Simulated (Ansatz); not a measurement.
# SrTiO₃ (slab): what the fields show

```yaml
crystal:
  lattice:
    - [3.86771, 0.00000, 0.00000]
    - [0.00000, 3.86771, 0.00000]
    - [0.00000, 0.00000, 30.60161]
  atoms:
    - { symbol: Ti, position: [0.00000, 0.00000, 0.56282] }
    - { symbol: O, position: [0.50000, 0.00000, 0.56079] }
    - { symbol: O, position: [0.00000, 0.50000, 0.55926] }
    - { symbol: Sr, position: [0.50000, 0.50000, 0.61987] }
    - { symbol: O, position: [0.00000, 0.00000, 0.62474] }
    - { symbol: Ti, position: [0.00000, 0.00000, 0.69272] }
    - { symbol: O, position: [0.50000, 0.00000, 0.69084] }
    - { symbol: O, position: [0.00000, 0.50000, 0.69075] }
    - { symbol: Sr, position: [0.50000, 0.50000, 0.74851] }
    - { symbol: O, position: [0.00000, 0.00000, 0.75556] }
```

Not relaxed (largest force 0.7 eV/Å); computed without spin polarisation.

The calculation used DFT PBE, scalar-relativistic, plane waves, PAW in Ansatz 0.2.0.

The density is the valence pseudo-density of a PAW calculation; it isn't the true density close to the nuclei.

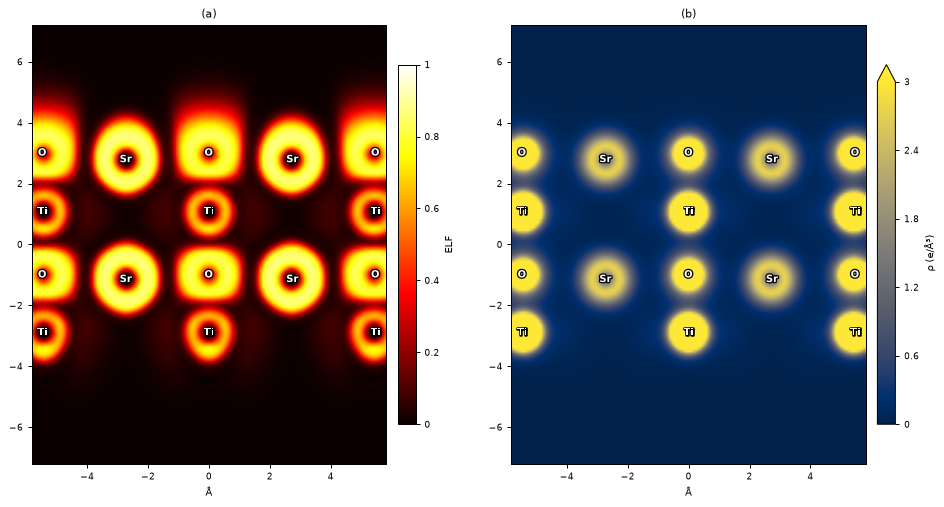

Figure 1. (a) ELF; (b) valence electron density on the (11̄0) plane of the calculation cell, a cut from vacuum to vacuum.

**What do the fields say about this system?**

Atoms in the plane: Ti, Sr and O. Ti–O (1.89 Å): ρ at the midpoint is about 0.83 e/Å³; the ELF peaks at about 0.80 in the valence shell of O, 0.6 Å from its nucleus, and is about 0.25 at the midpoint (no shared electron pair shows on this line). Ti–O (1.92 Å): the density is about 0.8 e/Å³ at the midpoint; the ELF peaks at about 0.80 in the valence shell of O, 0.6 Å from its nucleus, and is about 0.25 at the midpoint (no localised pair shows between them). Ti–O (2.08 Å): ρ is about 0.5 e/Å³ halfway; the ELF peaks at about 0.85 in the valence shell of O, 0.6 Å from its nucleus, and is about 0.15 at the midpoint; no localised pair shows between them. Sr–O (2.74 Å): ρ is about 0.15 e/Å³ halfway; the ELF is about 0.05 at the midpoint: a closed-shell, largely ionic contact. The density dies away to nearly zero in the vacuum. The features right at Ti and Sr lie inside the PAW spheres, where the map follows smoothed inner orbitals and isn't to be read closely.

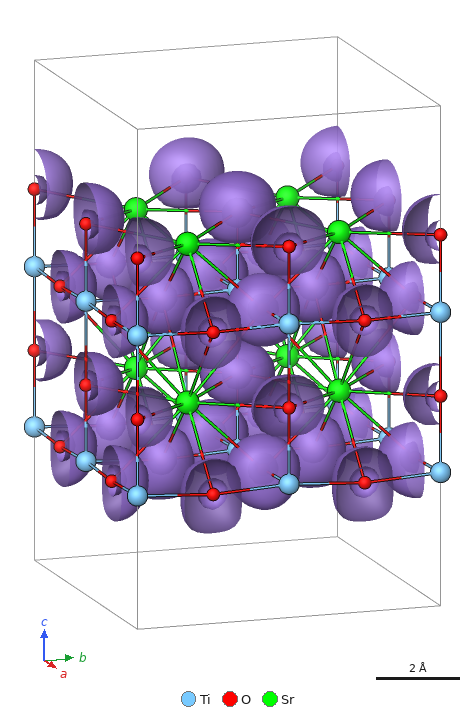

Figure 2. Isosurface of the electron localisation function at 0.7 (purple), seen slightly off an axis. Core shells and regions of very low density are left out. Sticks mark near contacts.

**Describe the localisation domains.**

The ELF exceeds this value in six regions wrapped around O (the valence shell of each), counted in one cell of 10 atoms. Counts are for one cell; the picture repeats the cell along the surface.


 Sr–O (2.62 Å): the ELF is about 0.10 at the midpoint (a largely ionic contact).

**Does the calculation make it a metal, or give it a gap?**

It is gapped, with a Kohn–Sham gap of 0.99 eV on the k-point mesh, an upper bound to the gap of this method.
